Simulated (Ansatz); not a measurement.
System: NaH.

```cif
data_structure
_symmetry_space_group_name_H-M 'P 1'
_symmetry_Int_Tables_number 1
_cell_length_a 3.3563
_cell_length_b 3.3563
_cell_length_c 4.8232
_cell_angle_alpha 90.000
_cell_angle_beta 90.000
_cell_angle_gamma 90.000
_cell_volume 54.33
loop_
_atom_site_label
_atom_site_type_symbol
_atom_site_fract_x
_atom_site_fract_y
_atom_site_fract_z
_atom_site_occupancy
Na1 Na 0.00000 0.00000 0.00000 1
Na2 Na 0.50000 0.50000 0.50000 1
H1 H 0.00000 0.00000 0.50000 1
H2 H 0.50000 0.50000 0.00000 1
```

Space group I4/mmm; changed on purpose from its base cell (in-plane strain -0.01, out-of-plane length and atoms relaxed by PAW).

All numbers below come from DFT, r2SCAN, PAW with Ansatz's default frozen-core files, scalar-relativistic; relaxation of cell and atoms (Ansatz).

What will maps of the valence pseudo-density and electron localisation function show?

Na–H (2.37 Å): ρ at the midpoint is about 0.08 e/Å³; the ELF climbs to about 1 towards the hydrogen (an ionic contact to a hydride ion).

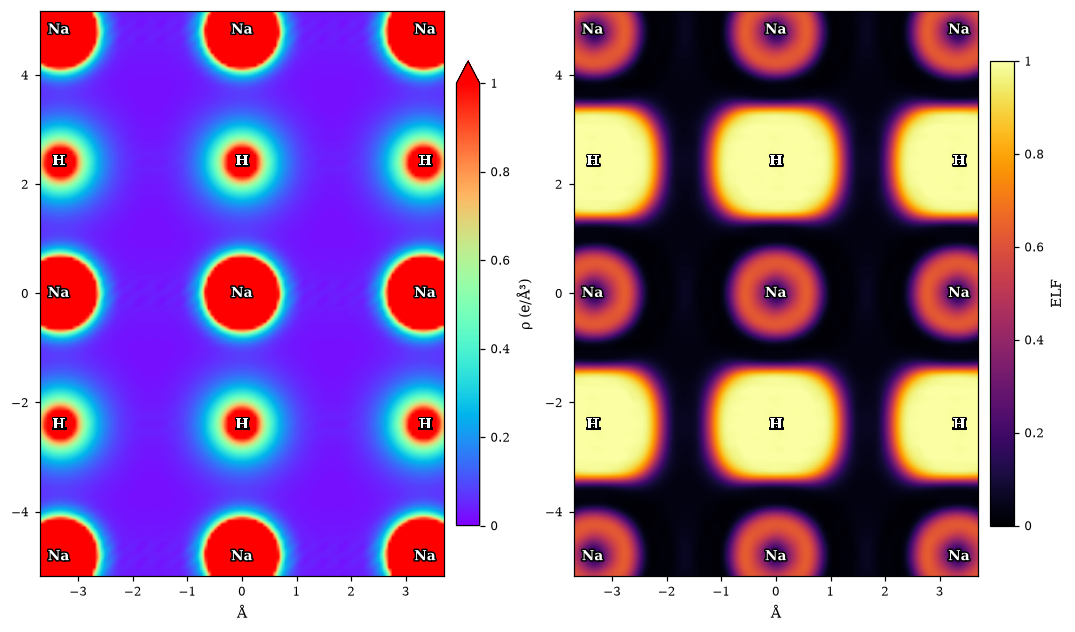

Computed valence pseudo-density and electron localisation function on the (100) plane of the conventional cell, in this order. 
